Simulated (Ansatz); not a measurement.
Cd

```
CELL_PARAMETERS angstrom
-0.33130 -0.33130 2.91615
-3.88413 3.88413 0.00000
-3.76755 -3.76755 -0.85129
ATOMIC_POSITIONS crystal
Cd 0.00000 0.30997 0.75000
Cd 0.50000 0.80997 0.75000
Cd 0.00000 0.69003 0.25000
Cd 0.50000 0.19003 0.25000
```

Space group Cmcm; set up as Cd, beta-Sn type; a generated structure, not necessarily the stable one; changed on purpose from its base cell (volume × 1.04); computed pressure about −2 GPa in this cell.

Method: DFT, PBEsol, plane waves (420 eV) with PAW, scalar-relativistic in Ansatz.

What can the converged valence pseudo-density and electron localisation function tell about the bonding?

Cd–Cd (2.95 Å): ρ is about 0.21 e/Å³ halfway; the ELF is about 0.25 at the midpoint; no localised pair shows between them.
Cd–Cd (3.12 Å): the density is about 0.16 e/Å³ at the midpoint; the ELF is about 0.20 at the midpoint: no shared electron pair shows on this line.

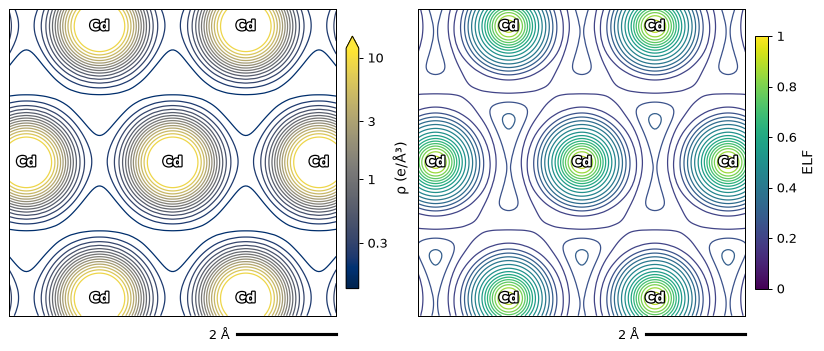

Computed valence pseudo-density and electron localisation function on the (001) plane of the conventional cell, in this order. 

The density is the valence pseudo-density of a PAW calculation; it isn't the true density close to the nuclei.
